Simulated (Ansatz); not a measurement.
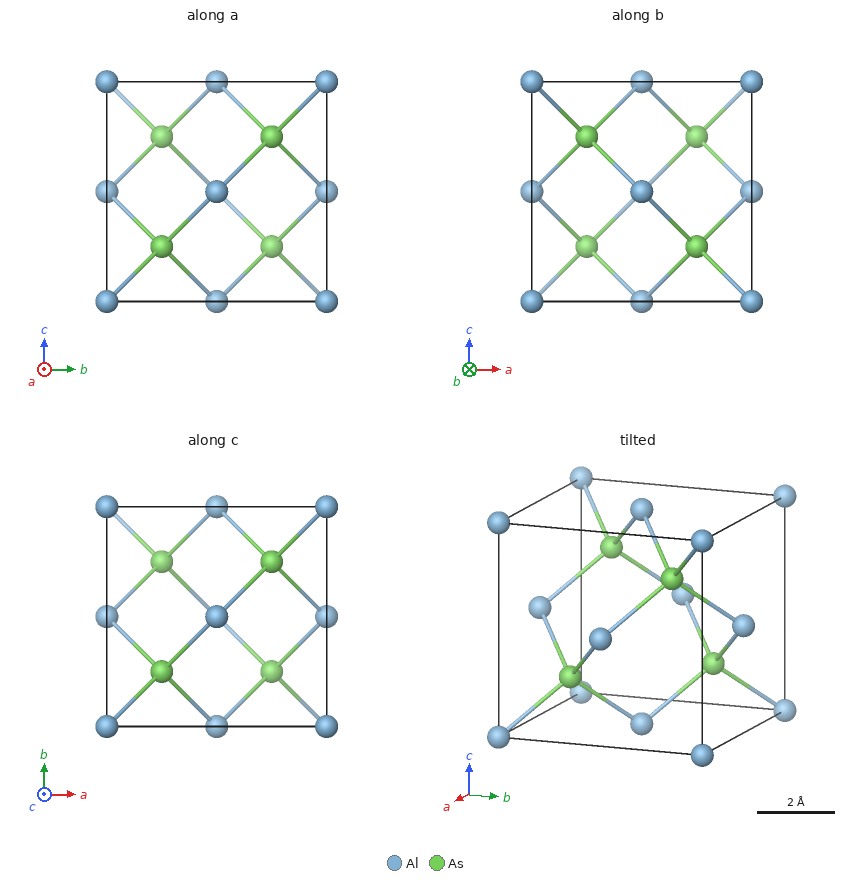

Shown here is a ball-and-stick view of the crystal, taken along the a axis, along the b axis, along the c axis and slightly off an axis. Lines trace the edges of the conventional unit cell.

Lattice parameters: a = 5.728 Å, b = 5.728 Å, c = 5.728 Å, α = 90.00°, β = 90.00°, γ = 90.00°.

Q: Express the structure as a table of Wyckoff sites.

A: Space group F-43m (No. 216).
```json
{"atom": "Al", "site": "4a", "x": "0.0000", "y": "0.0000", "z": "0.0000"}
{"atom": "As", "site": "4d", "x": "0.2500", "y": "0.2500", "z": "0.7500"}
```

The structure was taken from a structure type filled with these elements by a generator (whether the compound takes this form wasn't checked). Atoms and cell were optimised with Ansatz 0.2.0, DFT PBE, scalar-relativistic, plane waves, PAW.
